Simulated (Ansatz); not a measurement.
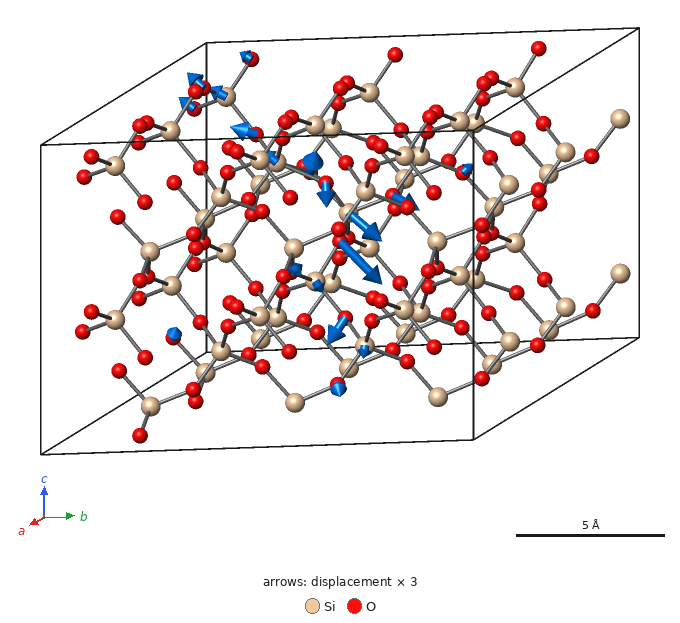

This is a relaxation of a defect cell of composition Si54O109. The starting structure is drawn; blue arrows show the displacements, 3 times their true length.

Style: ball-and-stick. Shown: the cell of the calculation (origin shifted), slightly off an axis.

Computed with DFT, PBEsol, PAW, plane waves (Ansatz). Set-up: plane-wave cutoff 420 eV; k-point mesh 1 × 1 × 1; mesh shifted by (0.25, 0.25, 0.25); no spin polarisation; atoms relaxed in a fixed cell; force threshold 0.03 eV/Å; at most 80 steps.

**What did the optimiser do to the structure, and how much energy did it gain?**

After 9 geometry steps the energy has fallen by 5.984 eV per cell of the calculation. Largest force component: 12 eV/Å at the start, 0.012 eV/Å at the end. The atom that moves furthest is an O atom (0.69 Å along [1 3 −3]). Largest moves by element: O 0.69 Å, Si 0.52 Å. The cell stays as it was. Some distances before and after: Si–Si 3.031 → 3.719 Å, O–Si 2.021 → 2.591 Å, O–Si 1.817 → 2.165 Å, O–Si 1.406 → 1.649 Å. Among the angles between lasting bonds that change: O–Si–O 137.2° → 112.3°, Si–O–O 89.7° → 111.8°, Si–O–O 69.2° → 87.0°.
